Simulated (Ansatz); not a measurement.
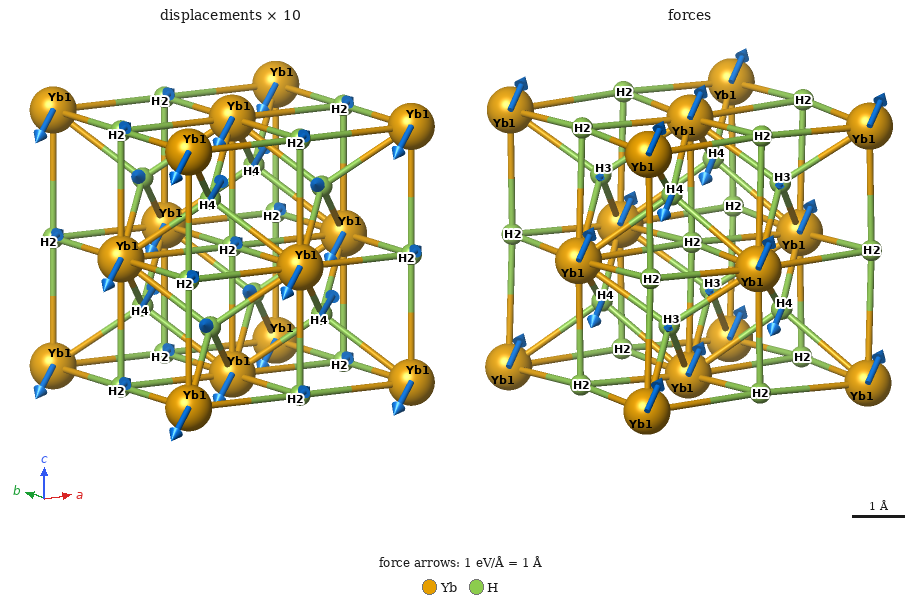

Left: crystalline YbH₃ (built on the BiF3 type), with blue arrows for the displacements applied to it (without the part that the change of the cell carries along). Right: the displaced structure with the computed forces. Besides, the cell is strained by +1.2 % roughly along [0 1 1], +0.6 % roughly along [1 −1 1], −2.8 % along [2 1 −1] (volume −1.1 %). The picture is a ball-and-stick view of the conventional cell (4 times the calculation's cell), seen from a free direction. Lengths and directions refer to the drawn axes.

Computed with DFT PBE, scalar-relativistic, plane waves, PAW (Ansatz 0.2.0). (plane-wave cutoff 420 eV; k-point mesh 10 × 10 × 10; occupations gaussian; smearing width 0.05 eV; no spin polarisation)

Question: How do the forces relate to the distortion?

Answer: Atoms are displaced by up to 0.10 Å (root mean square over those that move 0.08 Å) relative to the cell: H4 0.10 Å along [3 3 1], Yb1 0.09 Å roughly along [−2 −1 −2]. No relaxation follows. Among the bonded contacts that change: H–Yb 2.201 → 2.026 to 2.286 Å, H–Yb 2.541 → 2.412 to 2.613 Å. The space group (tolerance 0.01 Å) goes from Fm-3m (No. 225) to P1 (No. 1). Energy change: +22.8 meV per atom. The pressure goes from 0.0 to 1.6 GPa. The principal stresses (compression positive) are 4.6 GPa roughly along [3 2 0], 1.3 GPa roughly along c, −1.1 GPa roughly along [1 −1 0]. The largest force is 0.89 eV/Å, on Yb1, along [3 2 3]. The forces mostly point back along the displacements (cosine −0.88).

Limits of the set-up: 4f states are treated without a Hubbard U.
